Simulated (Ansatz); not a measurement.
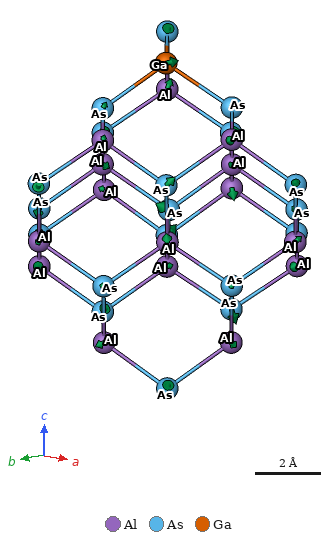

This is a relaxation of crystalline Al$_{30}$As$_{32}$Ga$_{2}$ (a generated structure, set up in P1). The starting structure is drawn; green arrows show the displacements, magnified 10 times.

The picture is a ball-and-stick view of the atoms within 5.8 Å of the atom that moves most (axes of the cell of the calculation), seen from a free direction.

The calculation used DFT, PBEsol, PAW, plane waves in Ansatz. Settings: plane-wave cutoff 420 eV; k-point mesh 1 × 1 × 1; mesh shifted by (0.25, 0.25, 0.25); no spin polarisation; cell relaxed at fixed shape; force threshold 0.03 eV/Å; at most 80 steps.

**What happened in the run?**

An As atom moves most: 0.062 Å roughly along [−3 0 1]. By element the largest moves are As 0.062 Å, Al 0.049 Å, Ga 0.044 Å. The cell doesn't change. Near-neighbour distances that change, for instance: Al–As 2.525 → 2.457 Å, Al–As 2.395 → 2.459 Å, Al–As 2.414 → 2.457 Å, Al–As 2.502 → 2.459 Å. Bond angles that change, for instance: Al–As–Al 112.6° → 109.6°, Al–As–Al 107.2° → 109.6°, Al–As–Al 111.8° → 109.4°. Within 0.06 Å the space group is P1 at the start and Cmm2 at the end; at a tighter tolerance small leftover displacements or strains of the cell lower it. Over 3 geometry steps the energy falls by 6.2 meV per atom. The largest force component goes from 0.69 to 0.0091 eV/Å. Pressure: 0.10 GPa at the start and 0.00 GPa at the end. Cost: 4.5 s on 1 × NVIDIA GB200 with 8 threads of Arm Neoverse-V2, peak memory 2 GiB.
